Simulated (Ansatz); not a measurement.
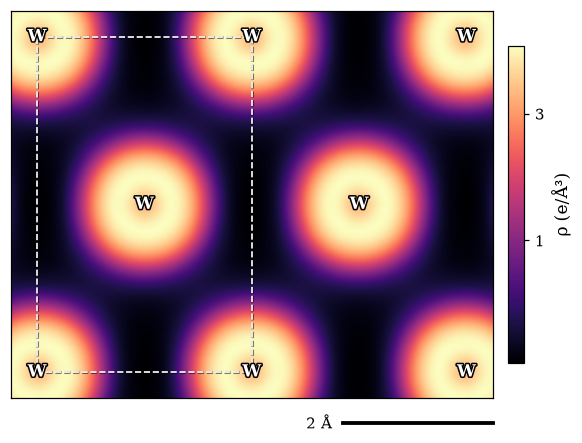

Figure. W. Valence pseudo-density on the (001) plane of the conventional cell.

Space group Fmmm; a structure from a database of computed crystals, not necessarily the ambient phase.

The calculation used Ansatz, DFT r2SCAN, plane waves, PAW.

In a PAW calculation such maps are meaningful between the atoms, not at the nuclei.

```
W
1.0
     2.87580    0.00000    0.00000
     0.00000    4.49138    0.00000
     0.00000    0.00000    5.03961
W
4
Direct
  0.00000 0.50000 0.50000
  0.50000 0.00000 0.50000
  0.50000 0.50000 0.00000
  0.00000 0.00000 0.00000
```

Describe what can be read from this map.

Answer. The section cuts through W sites. W–W (2.67 Å): ρ at the midpoint is about 0.48 e/Å³. W–W (2.88 Å): ρ at the midpoint is about 0.35 e/Å³. Between the atoms the lowest density in this plane is 0.34 e/Å³.

Metal or insulator at this level of theory?

Answer. It is metallic or semimetallic at this level of theory: no gap opens.
